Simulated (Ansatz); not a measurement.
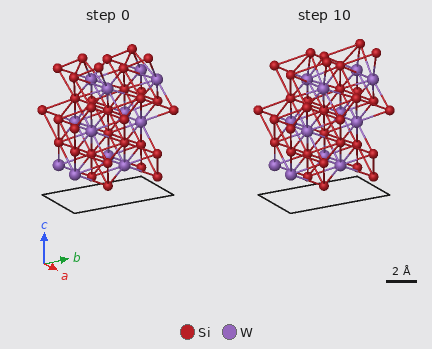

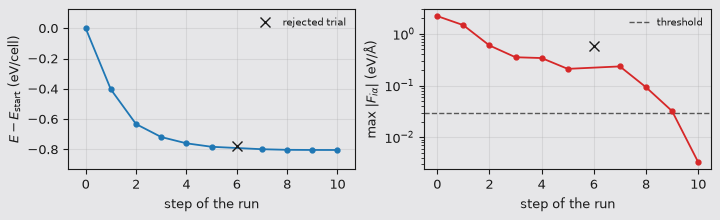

First and last geometry of a constrained relaxation of a slab of composition Si$_{7}$W$_{3}$ (cut from the I4/mmm phase), with the history of the run. The picture is a ball-and-stick view of the 2 × 2 repeat of the cell, outlined in the plane, without the vacuum, seen slightly off an axis.

Case: Si put at a hollow W-Si site. The slab is the (1 0 1) face of Si2W with Si on it. 4 atoms are held fixed.

These are results of Ansatz 0.2.0, DFT PBEsol, scalar-relativistic, plane waves, PAW, not measurements. (plane-wave cutoff 420 eV; k-point mesh 10 × 7 × 1; occupations gaussian; smearing width 0.1 eV; no spin polarisation; dipole correction; atoms relaxed in a fixed cell; force threshold 0.03 eV/Å; at most 70 steps)

> Did the run converge, and what did it change?

It converged. The largest move is that of a Si atom, 0.94 Å at 71° to the normal (+c side). Largest moves by element: Si 0.94 Å, W 0.01 Å. The cell stays as it was. Near-neighbour distances that change, for instance: Si–Si 3.140 → 2.421 Å, Si–Si 2.226 → 2.811 Å, Si–Si 2.827 → 3.405 Å, Si–W 2.575 → 2.693 Å. Among the angles between lasting bonds that change: Si–Si–W 107.9° → 100.8°, W–Si–W 120.2° → 115.5°, W–Si–W 76.9° → 73.0°. Over 9 accepted moves (10 points after the start) the energy falls by 0.804 eV per cell of the calculation. The largest force component goes from 2.2 to 0.0033 eV/Å. The line search rejected the trial step at point 6 of the run. The run took 2.5 min on 2 threads of AMD EPYC 9R45 96-Core Processor (Zen 5), on a shared host, peak memory 0.9 GiB.

Limits of the set-up: the periodic images lie only 3.2 Å apart, so the values are limited by the cell's size.
